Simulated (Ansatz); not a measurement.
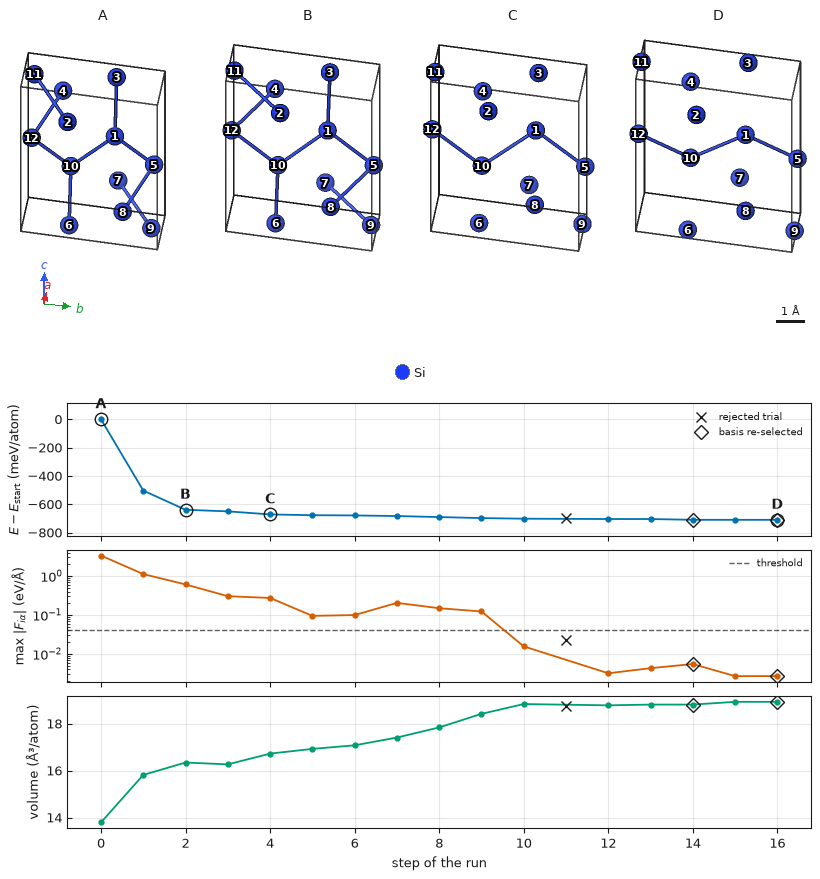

Frames of a relaxation of a crystal of Si (a generated structure, set up in P-31c) (coarse preliminary run), marked on the history of the run. A ball-and-stick model of the cell of the calculation, seen from a free direction.

All numbers below come from Ansatz 0.2.0, DFT PBE, scalar-relativistic, plane waves, PAW. (plane-wave cutoff 420 eV; k-point mesh 3 × 3 × 4; occupations gaussian; smearing width 0.1 eV; no spin polarisation; cell and atoms relaxed; force threshold 0.04 eV/Å; at most 70 steps)

### Describe the path.

The largest moves relative to the cell, 0.38 Å, are those of 12 atoms (Si1, Si2, Si3, Si4 and others). Si7 goes along [−3 −2 1]. Cell: a = b 5.943 → 6.786 Å (+14.2 %), c 5.411 → 5.696 Å (+5.3 %). Volume +37.2 %. Among the contacts that change: Si1–Si12 3.057 → 3.918 Å, Si1–Si3 2.355 → 3.163 Å, Si10–Si12 2.082 → 2.350 Å, Si1–Si10 2.361 → 2.350 Å. Bonds break: Si1–Si3 (2.35 → 3.16 Å), Si2–Si11 (2.35 → 3.16 Å), Si4–Si12 (2.35 → 3.16 Å), Si5–Si8 (2.35 → 3.16 Å). Bond angles that change, for instance: Si3–Si6–Si11 86.7° → 112.9°, Si3–Si6–Si4 126.5° → 112.9°, Si4–Si6–Si11 106.6° → 112.9°. The space group (tolerance 0.01 Å) goes from P-31c (No. 163) to P-3m1 (No. 164). After 13 accepted moves (16 points after the start) the energy has fallen by 710 meV per atom. The largest force component goes from 3.4 to 0.0027 eV/Å. Pressure: 44.80 GPa at the start and −0.12 GPa at the end. The line search rejected the trial step at point 11 of the run. The SCF was repeated twice at an unchanged geometry on a basis and grid sized afresh for the cell, which shifted the energy by 5.6 meV per atom at most. From step 0 to 2: Si atoms move most (0.25 Å), volume +18.5 %, energy −639 meV per atom. From step 2 to 4: Si atoms move most (0.17 Å), volume +2.3 %, energy −32.7 meV per atom. From step 4 to 16: Si atoms move most (0.26 Å), volume +13.2 %, energy −38.2 meV per atom.
